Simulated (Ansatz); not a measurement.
## Geometry relaxation of Ti (part 3 of 3)

Continued. System: Ti (defect cell, 26 atoms in the cell). Method: DFT PBE, scalar-relativistic, plane waves, PAW, no spin polarisation (Ansatz 0.2.0); cutoff 420 eV, 4×4×4 k-mesh, Gaussian smearing of 0.1 eV. The structure derives from an entry of the Crystallography Open Database. It belongs to a series of runs on one base structure; here: atom 1 (Ti) set half-way to the vacancy, atoms relaxed in the symmetry of that start.

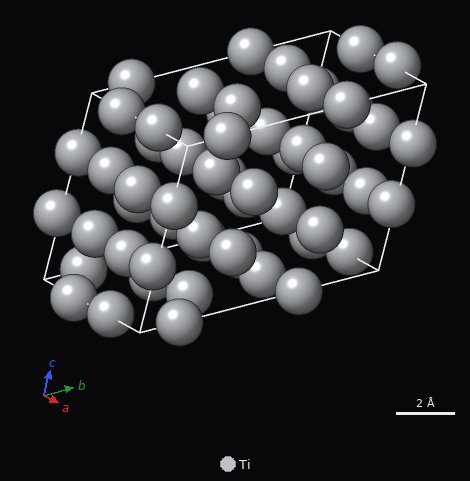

Figure 1. The geometry at step 5 of the log (spheres-only view of the cell of the calculation, seen slightly off an axis).

## Output, continued
```
  k-point 17: bands = ["-44.3411", "-44.0304", "-44.0154", "-44.0092", "-43.9990", "-43.9880", "-43.9730", "-43.9623", "-43.9560", "-43.9554", "-43.9495", "-43.9489", "-43.9436", "-43.9376", "-43.9318", "-43.9175", "-43.9156", "-43.8975", "-43.8960", "-43.8858", "-43.8747", "-43.8362", "-43.8248", "-43.8206", "-43.8199", "-43.8131", "-20.6912", "-20.6495", "-20.5698", "-20.5485", "-20.5416", "-20.5409", "-20.5367", "-20.5351", "-20.5105", "-20.4968", "-20.4906", "-20.4896", "-20.4578", "-20.4570",
      "-20.4522", "-20.4516", "-20.4387", "-20.4326", "-20.4313", "-20.4106", "-20.3910", "-20.3780", "-20.3643", "-20.3602", "-20.3063", "-20.2829", "-20.2798", "-20.2741", "-20.2735", "-20.2551", "-20.2294", "-20.2277", "-20.2239", "-20.2211", "-20.1992", "-20.1931", "-20.1921", "-20.1884", "-20.1770", "-20.1752", "-20.1669", "-20.1601", "-20.1369", "-20.1350", "-20.1276", "-20.1243", "-20.1144", "-20.1015", "-20.1015", "-20.0979", "-20.0960", "-20.0945", "-20.0924", "-20.0781",
      "-20.0620", "-20.0605", "-20.0601", "-20.0472", "-20.0471", "-20.0454", "-20.0401", "-20.0163", "-20.0120", "-20.0080", "-20.0004", "-19.9974", "-19.9933", "-19.9894", "-19.9790", "-19.9770", "-19.9679", "-19.9654", "-19.9512", "-19.9457", "-19.9345", "-19.9263", "-19.9252", "-19.9099", "7.7611", "7.8846", "8.7587", "8.7684", "8.8302", "8.8937", "10.2063", "10.4836", "10.5402", "10.5583", "10.5882", "10.6066", "10.6121", "10.6246", "10.6536", "10.6836",
      "10.7190", "10.7321", "10.7562", "10.7732", "10.8156", "10.8402", "10.8468", "10.8776", "11.0777", "11.1782", "11.2084", "11.4093", "11.5476", "11.5578", "11.6146", "11.7037", "11.7158", "11.8422", "11.8680", "11.8889", "11.9539", "11.9552", "12.0216", "12.1057", "12.1308", "12.1939", "12.2583", "12.3131", "12.3386", "12.3596", "12.3706", "12.4041", "12.4439", "12.4763", "12.4808", "12.5099", "12.5885", "12.6008", "12.6584", "12.6863",
      "12.8230", "12.8405", "12.8628", "12.8799", "12.9819", "12.9991", "13.1174", "13.1239", "13.1253", "13.1640", "13.1951", "13.2493", "13.2778", "13.4040", "13.4177", "13.5106", "13.5697", "13.6423", "13.7209", "13.7408", "13.7654", "13.8443", "13.8880", "13.9361", "13.9873", "13.9891", "14.0204", "14.0381"]
--- Relaxed structure (7 steps of the walk, 7 accepted, 0 SCFs on fresh bases) ---
  F+E_penalty+E_count = -64987.73308681 eV   max|allowed force component| = 6.628e-3 eV/Å
  atoms:
    - { symbol: Ti, position: [1.6225575159103955e-20, 0.1666666666666666, 1.6225575159103955e-20] }
    - { symbol: Ti, position: [1.6225575159103955e-20, 0.6666666666666667, 1.6225575159103955e-20] }
    - { symbol: Ti, position: [0.3694211906633637, -0.026049605703611534, 0.016011354077192563] }
    - { symbol: Ti, position: [0.3194120928722818, 0.3284221401001537, -0.00895403859086999] }
    - { symbol: Ti, position: [0.3194120928722818, 0.6944531389517677, -0.008954038590870045] }
    - { symbol: Ti, position: [0.6805879071277181, 0.004911193233179456, 0.008954038590870073] }
    - { symbol: Ti, position: [0.6305788093366361, 0.3593829390369447, -0.016011354077192452] }
    - { symbol: Ti, position: [0.6805879071277182, 0.6388801943815658, 0.008954038590869962] }
    - { symbol: Ti, position: [0.016011354077192563, -0.026049605703611534, 0.3694211906633637] }
    - { symbol: Ti, position: [-0.00895403859086999, 0.3284221401001537, 0.3194120928722818] }
    - { symbol: Ti, position: [-0.008954038590870045, 0.6944531389517677, 0.3194120928722818] }
    - { symbol: Ti, position: [0.33884056880332625, 0.01129621490889432, 0.33884056880332625] }
    - { symbol: Ti, position: [0.3096423874336831, 0.3570242792329833, 0.3096423874336831] }
    - { symbol: Ti, position: [0.33884056880332625, 0.6443559808177863, 0.33884056880332625] }
    - { symbol: Ti, position: [0.6711912386401462, 0.016047588775788657, 0.3288087613598537] }
    - { symbol: Ti, position: [0.6711912386401462, 0.3172857445575444, 0.32880876135985365] }
    - { symbol: Ti, position: [0.6660086832865753, 0.6666666666666661, 0.3339913167134246] }
    - { symbol: Ti, position: [0.008954038590870073, 0.004911193233179456, 0.6805879071277181] }
    - { symbol: Ti, position: [-0.016011354077192452, 0.3593829390369447, 0.6305788093366361] }
    - { symbol: Ti, position: [0.008954038590869962, 0.6388801943815658, 0.6805879071277182] }
    - { symbol: Ti, position: [0.3288087613598537, 0.016047588775788657, 0.6711912386401462] }
    - { symbol: Ti, position: [0.32880876135985365, 0.3172857445575444, 0.6711912386401462] }
    - { symbol: Ti, position: [0.3339913167134246, 0.6666666666666661, 0.6660086832865753] }
    - { symbol: Ti, position: [0.6903576125663167, -0.02369094589965004, 0.6903576125663167] }
    - { symbol: Ti, position: [0.6611594311966735, 0.32203711842443905, 0.6611594311966735] }
    - { symbol: Ti, position: [0.6611594311966735, 0.6889773525155469, 0.6611594311966735] }
```

## Trajectory as extended XYZ (Å, eV, eV/Å), 4 of the 7 frames kept, from step=1 to step=7
```
26
Lattice="6.1681 0.0000 6.1681 6.1681 6.1681 0.0000 0.0000 6.1681 6.1681" Properties=species:S:1:pos:R:3:forces:R:3 step=1 energy=-64986.90796
Ti    1.0280    1.0280    0.0000    0.0000   0.0000   0.0000
Ti    4.1120    4.1120    0.0000    0.0000   0.0000   0.0000
Ti    2.0560    0.0000    2.0560    0.5100  -0.5100   0.9066
Ti    4.1120    2.0560    2.0560   -0.0333  -0.0007  -0.0761
Ti    6.1681    4.1120    2.0560    0.0007   0.0333  -0.0761
Ti    4.1120    0.0000    4.1120    0.0333   0.0007   0.0761
Ti    6.1681    2.0560    4.1120   -0.5100   0.5100  -0.9066
Ti    8.2241    4.1120    4.1120   -0.0007  -0.0333   0.0761
Ti    0.0000    2.0560    2.0560   -0.5100   0.5100   0.9066
Ti    2.0560    4.1120    2.0560   -0.0007  -0.0333  -0.0761
Ti    4.1120    6.1681    2.0560    0.0333   0.0007  -0.0761
Ti    2.0560    2.0560    4.1120    0.1017   0.1017   0.0855
Ti    4.1120    4.1120    4.1120    0.0000   0.0000  -0.0661
Ti    6.1681    6.1681    4.1120   -0.1017  -0.1017   0.0855
Ti    4.1120    2.0560    6.1681    0.0080   0.1231   0.0000
Ti    6.1681    4.1120    6.1681   -0.1231  -0.0080   0.0000
Ti    8.2241    6.1681    6.1681   -0.0509   0.0509   0.0000
Ti    0.0000    4.1120    4.1120    0.0007   0.0333   0.0761
Ti    2.0560    6.1681    4.1120    0.5100  -0.5100  -0.9066
Ti    4.1120    8.2241    4.1120   -0.0333  -0.0007   0.0761
Ti    2.0560    4.1120    6.1681    0.1231   0.0080   0.0000
Ti    4.1120    6.1681    6.1681   -0.0080  -0.1231   0.0000
Ti    6.1681    8.2241    6.1681    0.0509  -0.0509   0.0000
Ti    4.1120    4.1120    8.2241    0.0000   0.0000   0.0661
Ti    6.1681    6.1681    8.2241   -0.1017  -0.1017  -0.0855
Ti    8.2241    8.2241    8.2241    0.1017   0.1017  -0.0855
26
Lattice="6.1681 0.0000 6.1681 6.1681 6.1681 0.0000 0.0000 6.1681 6.1681" Properties=species:S:1:pos:R:3:forces:R:3 step=3 energy=-64987.68092
Ti    1.0280    1.0280    0.0000    0.0000   0.0000   0.0000
Ti    4.1120    4.1120    0.0000    0.0000   0.0000   0.0000
Ti    2.1371   -0.0811    2.3879   -0.0901   0.0901  -0.2367
Ti    4.0130    1.9880    1.9194   -0.0422  -0.0327   0.0020
Ti    6.2360    4.2111    1.9194    0.0327   0.0422   0.0020
Ti    4.2111    0.0680    4.2487    0.0422   0.0327  -0.0020
Ti    6.0870    2.1371    3.7801    0.0901  -0.0901   0.2367
Ti    8.1561    4.0130    4.2487   -0.0327  -0.0422  -0.0020
Ti   -0.0811    2.1371    2.3879    0.0901  -0.0901  -0.2367
Ti    1.9880    4.0130    1.9194   -0.0327  -0.0422   0.0020
Ti    4.2111    6.2360    1.9194    0.0422   0.0327   0.0020
Ti    2.1281    2.1281    4.1625    0.0898   0.0898   0.0533
Ti    4.1120    4.1120    3.9222    0.0000   0.0000  -0.1529
Ti    6.0960    6.0960    4.1625   -0.0898  -0.0898   0.0533
Ti    4.2175    2.1342    6.1681   -0.0112  -0.0148   0.0000
Ti    6.0899    4.0066    6.1681    0.0148   0.0112   0.0000
Ti    8.2017    6.1904    6.1681    0.0981  -0.0981   0.0000
Ti    0.0680    4.2111    4.2487    0.0327   0.0422  -0.0020
Ti    2.1371    6.0870    3.7801   -0.0901   0.0901   0.2367
Ti    4.0130    8.1561    4.2487   -0.0422  -0.0327  -0.0020
Ti    2.1342    4.2175    6.1681   -0.0148  -0.0112   0.0000
Ti    4.0066    6.0899    6.1681    0.0112   0.0148   0.0000
Ti    6.1904    8.2017    6.1681   -0.0981   0.0981   0.0000
Ti    4.1120    4.1120    8.4139    0.0000   0.0000   0.1529
Ti    6.0960    6.0960    8.1736   -0.0898  -0.0898  -0.0533
Ti    8.2961    8.2961    8.1736    0.0898   0.0898  -0.0533
26
Lattice="6.1681 0.0000 6.1681 6.1681 6.1681 0.0000 0.0000 6.1681 6.1681" Properties=species:S:1:pos:R:3:forces:R:3 step=5 energy=-64987.72769
Ti    1.0280    1.0280    0.0000    0.0000   0.0000   0.0000
Ti    4.1120    4.1120    0.0000    0.0000   0.0000   0.0000
Ti    2.1166   -0.0606    2.3769   -0.0038   0.0038  -0.0171
Ti    3.9946    1.9777    1.9230    0.0172  -0.0086   0.0091
Ti    6.2463    4.2294    1.9230    0.0086  -0.0172   0.0091
Ti    4.2294    0.0783    4.2451   -0.0172   0.0086  -0.0091
Ti    6.1075    2.1166    3.7911    0.0038  -0.0038   0.0171
Ti    8.1458    3.9946    4.2451   -0.0086   0.0172  -0.0091
Ti   -0.0606    2.1166    2.3769    0.0038  -0.0038  -0.0171
Ti    1.9777    3.9946    1.9230   -0.0086   0.0172   0.0091
Ti    4.2294    6.2463    1.9230   -0.0172   0.0086   0.0091
Ti    2.1521    2.1521    4.1924    0.0235   0.0235  -0.0284
Ti    4.1120    4.1120    3.8577    0.0000   0.0000  -0.0731
Ti    6.0720    6.0720    4.1924   -0.0235  -0.0235  -0.0284
Ti    4.2441    2.1150    6.1681   -0.0077   0.0379   0.0000
Ti    6.1091    3.9799    6.1681   -0.0379   0.0077   0.0000
Ti    8.2228    6.1693    6.1681    0.0111  -0.0111   0.0000
Ti    0.0783    4.2294    4.2451    0.0086  -0.0172  -0.0091
Ti    2.1166    6.1075    3.7911   -0.0038   0.0038   0.0171
Ti    3.9946    8.1458    4.2451    0.0172  -0.0086  -0.0091
Ti    2.1150    4.2441    6.1681    0.0379  -0.0077   0.0000
Ti    3.9799    6.1091    6.1681    0.0077  -0.0379   0.0000
Ti    6.1693    8.2228    6.1681   -0.0111   0.0111   0.0000
Ti    4.1120    4.1120    8.4785    0.0000   0.0000   0.0731
Ti    6.0720    6.0720    8.1437   -0.0235  -0.0235   0.0284
Ti    8.3201    8.3201    8.1437    0.0235   0.0235   0.0284
26
Lattice="6.1681 0.0000 6.1681 6.1681 6.1681 0.0000 0.0000 6.1681 6.1681" Properties=species:S:1:pos:R:3:forces:R:3 step=7 energy=-64987.73309
Ti    1.0280    1.0280    0.0000    0.0000   0.0000   0.0000
Ti    4.1120    4.1120    0.0000    0.0000   0.0000   0.0000
Ti    2.1179   -0.0619    2.3774   -0.0011   0.0011  -0.0065
Ti    3.9959    1.9705    1.9149   -0.0035  -0.0025  -0.0014
Ti    6.2536    4.2282    1.9149    0.0025   0.0035  -0.0014
Ti    4.2282    0.0855    4.2531    0.0035   0.0025   0.0014
Ti    6.1061    2.1179    3.7907    0.0011  -0.0011   0.0065
Ti    8.1385    3.9959    4.2531   -0.0025  -0.0035   0.0014
Ti   -0.0619    2.1179    2.3774    0.0011  -0.0011  -0.0065
Ti    1.9705    3.9959    1.9149   -0.0025  -0.0035  -0.0014
Ti    4.2282    6.2536    1.9149    0.0035   0.0025  -0.0014
Ti    2.1597    2.1597    4.1800   -0.0004  -0.0004   0.0029
Ti    4.1120    4.1120    3.8198    0.0000   0.0000  -0.0066
Ti    6.0644    6.0644    4.1800    0.0004   0.0004   0.0029
Ti    4.2389    2.1271    6.1681   -0.0008  -0.0036   0.0000
Ti    6.0970    3.9851    6.1681    0.0036   0.0008   0.0000
Ti    8.2200    6.1721    6.1681   -0.0013   0.0013   0.0000
Ti    0.0855    4.2282    4.2531    0.0025   0.0035   0.0014
Ti    2.1179    6.1061    3.7907   -0.0011   0.0011   0.0065
Ti    3.9959    8.1385    4.2531   -0.0035  -0.0025   0.0014
Ti    2.1271    4.2389    6.1681   -0.0036  -0.0008   0.0000
Ti    3.9851    6.0970    6.1681    0.0008   0.0036   0.0000
Ti    6.1721    8.2200    6.1681    0.0013  -0.0013   0.0000
Ti    4.1120    4.1120    8.5163    0.0000   0.0000   0.0066
Ti    6.0644    6.0644    8.1561    0.0004   0.0004  -0.0029
Ti    8.3277    8.3277    8.1561   -0.0004  -0.0004  -0.0029
```

This output came from the following input.

## Input
```yaml
crystal:
  lattice:
    - [6.1680525686, 0.0, 6.1680525686]
    - [6.1680525686, 6.1680525686, 0.0]
    - [0.0, 6.1680525686, 6.1680525686]
  atoms:
    - { symbol: Ti, position: [0.0, 0.1666666667, 0.0] }
    - { symbol: Ti, position: [0.0, 0.6666666667, 0.0] }
    - { symbol: Ti, position: [0.3333333333, 0.0, 0.0] }
    - { symbol: Ti, position: [0.3333333333, 0.3333333333, 0.0] }
    - { symbol: Ti, position: [0.3333333333, 0.6666666667, 0.0] }
    - { symbol: Ti, position: [0.6666666667, 0.0, 0.0] }
    - { symbol: Ti, position: [0.6666666667, 0.3333333333, 0.0] }
    - { symbol: Ti, position: [0.6666666667, 0.6666666667, 0.0] }
    - { symbol: Ti, position: [0.0, 0.0, 0.3333333333] }
    - { symbol: Ti, position: [0.0, 0.3333333333, 0.3333333333] }
    - { symbol: Ti, position: [0.0, 0.6666666667, 0.3333333333] }
    - { symbol: Ti, position: [0.3333333333, 0.0, 0.3333333333] }
    - { symbol: Ti, position: [0.3333333333, 0.3333333333, 0.3333333333] }
    - { symbol: Ti, position: [0.3333333333, 0.6666666667, 0.3333333333] }
    - { symbol: Ti, position: [0.6666666667, 0.0, 0.3333333333] }
    - { symbol: Ti, position: [0.6666666667, 0.3333333333, 0.3333333333] }
    - { symbol: Ti, position: [0.6666666667, 0.6666666667, 0.3333333333] }
    - { symbol: Ti, position: [0.0, 0.0, 0.6666666667] }
    - { symbol: Ti, position: [0.0, 0.3333333333, 0.6666666667] }
    - { symbol: Ti, position: [0.0, 0.6666666667, 0.6666666667] }
    - { symbol: Ti, position: [0.3333333333, 0.0, 0.6666666667] }
    - { symbol: Ti, position: [0.3333333333, 0.3333333333, 0.6666666667] }
    - { symbol: Ti, position: [0.3333333333, 0.6666666667, 0.6666666667] }
    - { symbol: Ti, position: [0.6666666667, 0.0, 0.6666666667] }
    - { symbol: Ti, position: [0.6666666667, 0.3333333333, 0.6666666667] }
    - { symbol: Ti, position: [0.6666666667, 0.6666666667, 0.6666666667] }
basis:
  ecutwfc: 420
kpoints:
  mp_grid: { grid: [4, 4, 4] }
hamiltonian:
  xc: pbe
scf:
  occupations: { method: gaussian, width: 0.1 }
output:
  forces: true
  stress: true
  eigenvalues: true
  write_density: true
  write_potential: true
  elf: true
  volumetric_format: npy
relax:
  adjacent_minimum: "off"
  f_tol: 0.02
  max_steps: 60
  escape_saddle: false
```

Command:
```bash
ansatz run input.yaml --threads 4 --pin off --max-ram 2560MiB --backend cpu --events-out ev --progress --plain --runs-dir out
```

## Key numbers

| quantity | value |
| --- | --- |
| outcome | converged |
| electrons treated | 312 |
| free energy | −64987.7331 eV |
| Fermi energy | 12.617 eV |
| gap on the k-point mesh | none (metallic) |
| pressure | −2.41 GPa |
| final volume | 469.33 Å³ |
| largest force (length of the vector) at the end | 0.007 eV/Å |
| hardware | 4 threads of Intel Xeon @ 2.30GHz, 28 GiB of memory available, shared host |
| wall time | 4.5 min (CPU time 16 min) |
| peak memory | 2.1 GiB |

## Remarks

Notes on the run: the SCF threshold is looser than advised for the printed stress.
